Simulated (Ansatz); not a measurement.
Consider Si (cell with a defect).

The calculation's input:

```
crystal:
  lattice:
    - [8.205140644, 0.0, 8.205140644]
    - [8.205140644, 8.205140644, 0.0]
    - [0.0, 8.205140644, 8.205140644]
  atoms:
    - { symbol: Si, position: [0.1666666667, 0.1666666667, 0.1666666667] }
    - { symbol: Si, position: [0.25, 0.5833333333, 0.25] }
    - { symbol: Si, position: [0.25, 0.9166666667, 0.25] }
    - { symbol: Si, position: [0.5833333333, 0.25, 0.25] }
    - { symbol: Si, position: [0.5833333333, 0.5833333333, 0.25] }
    - { symbol: Si, position: [0.5833333333, 0.9166666667, 0.25] }
    - { symbol: Si, position: [0.9166666667, 0.25, 0.25] }
    - { symbol: Si, position: [0.9166666667, 0.5833333333, 0.25] }
    - { symbol: Si, position: [0.9166666667, 0.9166666667, 0.25] }
    - { symbol: Si, position: [0.25, 0.25, 0.5833333333] }
    - { symbol: Si, position: [0.25, 0.5833333333, 0.5833333333] }
    - { symbol: Si, position: [0.25, 0.9166666667, 0.5833333333] }
    - { symbol: Si, position: [0.5833333333, 0.25, 0.5833333333] }
    - { symbol: Si, position: [0.5833333333, 0.5833333333, 0.5833333333] }
    - { symbol: Si, position: [0.5833333333, 0.9166666667, 0.5833333333] }
    - { symbol: Si, position: [0.9166666667, 0.25, 0.5833333333] }
    - { symbol: Si, position: [0.9166666667, 0.5833333333, 0.5833333333] }
    - { symbol: Si, position: [0.9166666667, 0.9166666667, 0.5833333333] }
    - { symbol: Si, position: [0.25, 0.25, 0.9166666667] }
    - { symbol: Si, position: [0.25, 0.5833333333, 0.9166666667] }
    - { symbol: Si, position: [0.25, 0.9166666667, 0.9166666667] }
    - { symbol: Si, position: [0.5833333333, 0.25, 0.9166666667] }
    - { symbol: Si, position: [0.5833333333, 0.5833333333, 0.9166666667] }
    - { symbol: Si, position: [0.5833333333, 0.9166666667, 0.9166666667] }
    - { symbol: Si, position: [0.9166666667, 0.25, 0.9166666667] }
    - { symbol: Si, position: [0.9166666667, 0.5833333333, 0.9166666667] }
    - { symbol: Si, position: [0.9166666667, 0.9166666667, 0.9166666667] }
    - { symbol: Si, position: [0.1666666667, 0.5, 0.1666666667] }
    - { symbol: Si, position: [0.1666666667, 0.8333333333, 0.1666666667] }
    - { symbol: Si, position: [0.5, 0.1666666667, 0.1666666667] }
    - { symbol: Si, position: [0.5, 0.5, 0.1666666667] }
    - { symbol: Si, position: [0.5, 0.8333333333, 0.1666666667] }
    - { symbol: Si, position: [0.8333333333, 0.1666666667, 0.1666666667] }
    - { symbol: Si, position: [0.8333333333, 0.5, 0.1666666667] }
    - { symbol: Si, position: [0.8333333333, 0.8333333333, 0.1666666667] }
    - { symbol: Si, position: [0.1666666667, 0.1666666667, 0.5] }
    - { symbol: Si, position: [0.1666666667, 0.5, 0.5] }
    - { symbol: Si, position: [0.1666666667, 0.8333333333, 0.5] }
    - { symbol: Si, position: [0.5, 0.1666666667, 0.5] }
    - { symbol: Si, position: [0.5, 0.5, 0.5] }
    - { symbol: Si, position: [0.5, 0.8333333333, 0.5] }
    - { symbol: Si, position: [0.8333333333, 0.1666666667, 0.5] }
    - { symbol: Si, position: [0.8333333333, 0.5, 0.5] }
    - { symbol: Si, position: [0.8333333333, 0.8333333333, 0.5] }
    - { symbol: Si, position: [0.1666666667, 0.1666666667, 0.8333333333] }
    - { symbol: Si, position: [0.1666666667, 0.5, 0.8333333333] }
    - { symbol: Si, position: [0.1666666667, 0.8333333333, 0.8333333333] }
    - { symbol: Si, position: [0.5, 0.1666666667, 0.8333333333] }
    - { symbol: Si, position: [0.5, 0.5, 0.8333333333] }
    - { symbol: Si, position: [0.5, 0.8333333333, 0.8333333333] }
    - { symbol: Si, position: [0.8333333333, 0.1666666667, 0.8333333333] }
    - { symbol: Si, position: [0.8333333333, 0.5, 0.8333333333] }
    - { symbol: Si, position: [0.8333333333, 0.8333333333, 0.8333333333] }
basis:
  ecutwfc: 420
  xc_grid: 2
kpoints:
  mp_grid: { grid: [2, 2, 2], shift: [0.0, 0.0, 0.0] }
hamiltonian:
  xc: pbe
scf:
  occupations: { method: gaussian, width: 0.02 }
output:
  forces: true
  stress: false
  eigenvalues: true
  write_density: true
  write_potential: true
  elf: true
  volumetric_format: npy
relax:
  adjacent_minimum: "off"
  f_tol: 0.02
  max_steps: 60
```

Command:

```sh
ansatz run input.yaml --threads 8 --pin off --max-ram 20480MiB --backend cpu --events-out ev --progress --plain --runs-dir out
```

The fields are those of the relaxed geometry.

Level of theory: DFT PBE, scalar-relativistic, plane waves, PAW (Ansatz 0.2.0).

Q: What can the converged valence pseudo-density and electron localisation function tell about the bonding?

A: Si–Si (2.38 Å): the density is about 0.54 e/Å³ at the midpoint; the ELF peaks at about 0.95 between the atoms.

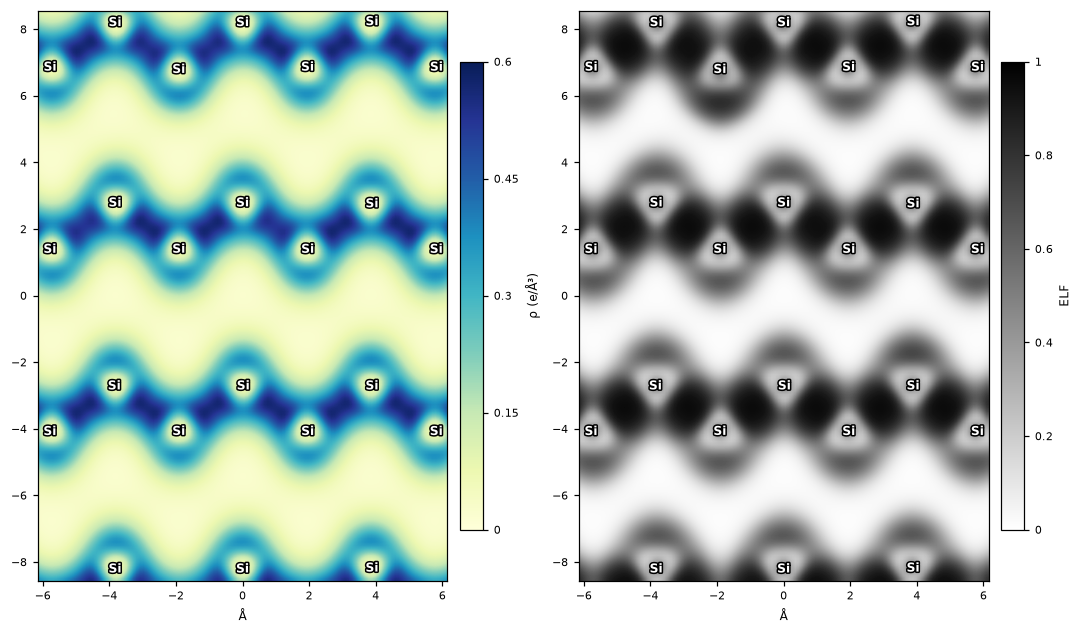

Computed valence pseudo-density and electron localisation function on the (11̄0) plane of the calculation cell, in this order. 

In a PAW calculation such maps are meaningful between the atoms, not at the nuclei.
